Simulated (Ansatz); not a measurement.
```yaml
crystal:
  lattice:
    - [6.63812, 0.00000, 0.00000]
    - [0.00000, 6.63812, 0.00000]
    - [0.00000, 0.00000, 6.63812]
  atoms:
    - { symbol: Ta, position: [0.99180, 0.99483, 0.00178] }
    - { symbol: Ta, position: [0.50772, 0.99484, 0.00177] }
    - { symbol: Ta, position: [0.99913, 0.50168, 0.00175] }
    - { symbol: Ta, position: [0.00086, 0.00051, 0.50174] }
    - { symbol: Ta, position: [0.24976, 0.25515, 0.25967] }
    - { symbol: Ta, position: [0.50040, 0.50168, 0.00175] }
    - { symbol: Ta, position: [0.49867, 0.00051, 0.50174] }
    - { symbol: Ta, position: [0.74977, 0.24950, 0.25066] }
    - { symbol: Ta, position: [0.99900, 0.50088, 0.50176] }
    - { symbol: Ta, position: [0.24977, 0.74824, 0.25246] }
    - { symbol: Ta, position: [0.24977, 0.25511, 0.74385] }
    - { symbol: Ta, position: [0.50054, 0.50088, 0.50176] }
    - { symbol: Ta, position: [0.74976, 0.74912, 0.25252] }
    - { symbol: Ta, position: [0.74977, 0.24948, 0.75287] }
    - { symbol: Ta, position: [0.24977, 0.74826, 0.75105] }
    - { symbol: Ta, position: [0.74977, 0.74913, 0.75096] }
    - { symbol: H, position: [0.24976, 0.12478, 0.00179] }
```

Computed without spin polarisation.

Method: DFT PBE, scalar-relativistic, plane waves, PAW (Ansatz).

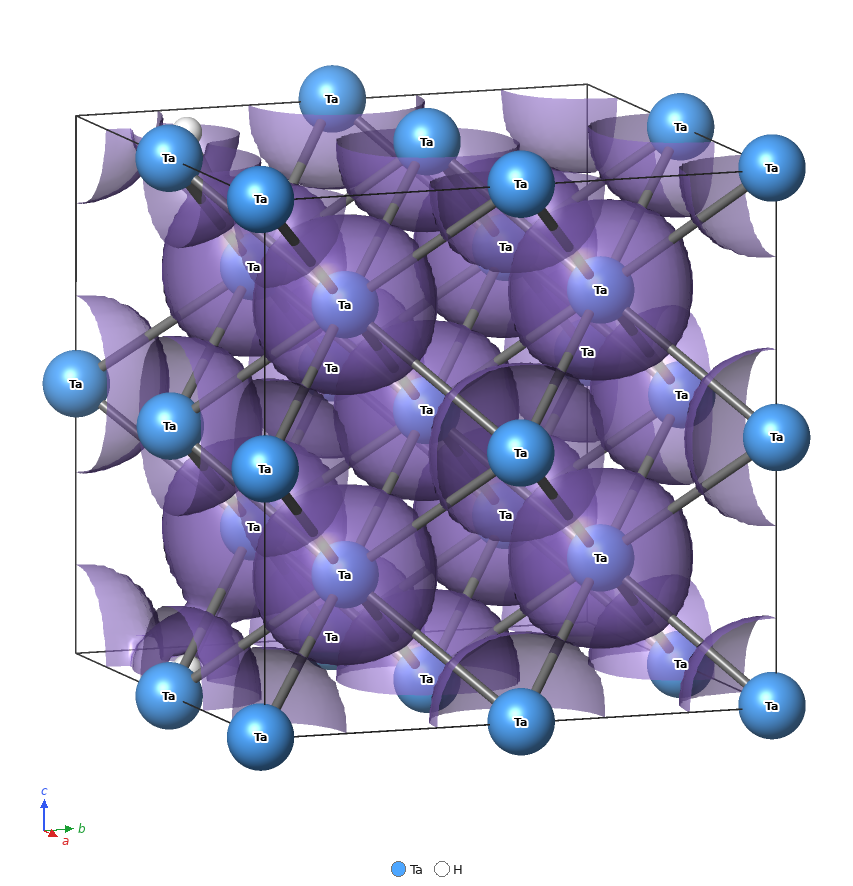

Ta₁₆H (cell with a defect). Isosurface of the valence electron density at 0.4 e/Å³ (purple), seen slightly off an axis. Sticks mark near contacts.

Core electrons are frozen (PAW), and the valence fields are smoothed inside the atomic spheres.

### How is the density connected at this value?

At this value the density breaks into separate islands; it holds about 75 % of the electrons treated as valence (semicore included). It bridges the shortest Ta–H (1.92 Å) contacts, where the density stays above the isovalue. It is pinched off along the shortest Ta–Ta (2.83 Å), Ta–Ta (2.88 Å) and Ta–Ta (2.97 Å) contacts. On the grid the lowest density along these lines, outside the cores, is 0.45 e/Å³ (Ta–H, 1.92 Å), 0.32 e/Å³ (Ta–Ta, 2.83 Å), 0.3 e/Å³ (Ta–Ta, 2.88 Å) and 0.28 e/Å³ (Ta–Ta, 2.97 Å).

### Does the calculation make it a metal, or give it a gap?

It is gapless in this calculation (a metal or semimetal).
